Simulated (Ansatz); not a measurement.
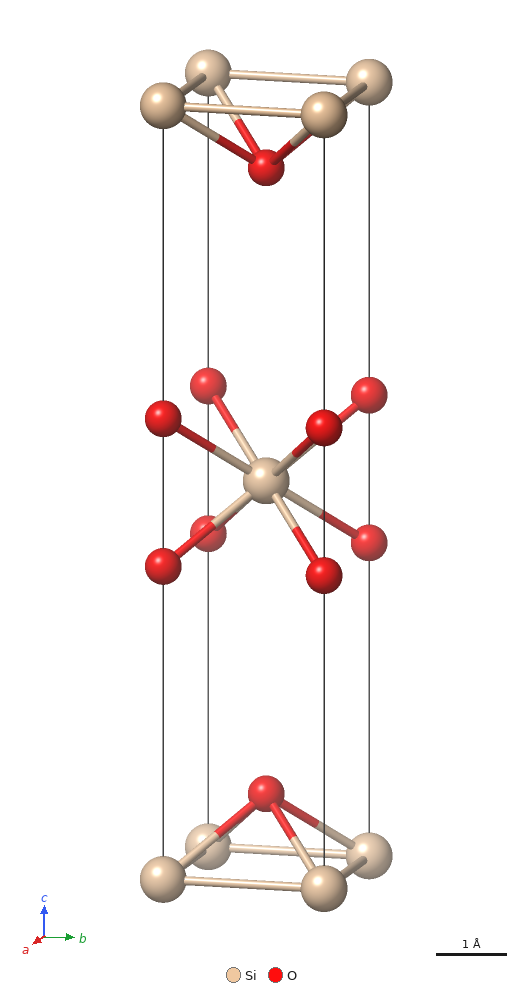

The image is a ball-and-stick drawing of a crystal, viewed slightly off an axis. The conventional unit cell is outlined; an atom on or near a face, edge or corner is repeated at each equivalent position.

Lattice: a = 2.410 Å, b = 2.410 Å, c = 11.401 Å, α = 90.00°, β = 90.00°, γ = 90.00°.

The bonds drawn are O–Si up to 2.05 Å, Si–Si up to 2.58 Å (cut-off distances).

Q: Find the formula by counting the atoms in the cell.

A: SiO2. The cell holds 2 Si, 4 O, counting shared atoms by their share.

Q: State the lattice type.

A: Body-centred tetragonal.

Q: Which of the 230 space groups is it?

A: I4/mmm (No. 139), with Si on 2a and O on 4e.

Its origin is a textbook structure type filled with these elements (whether it is the usual form wasn't checked). What is shown is the relaxed result from DFT PBE, scalar-relativistic, plane waves, PAW (Ansatz 0.2.0).
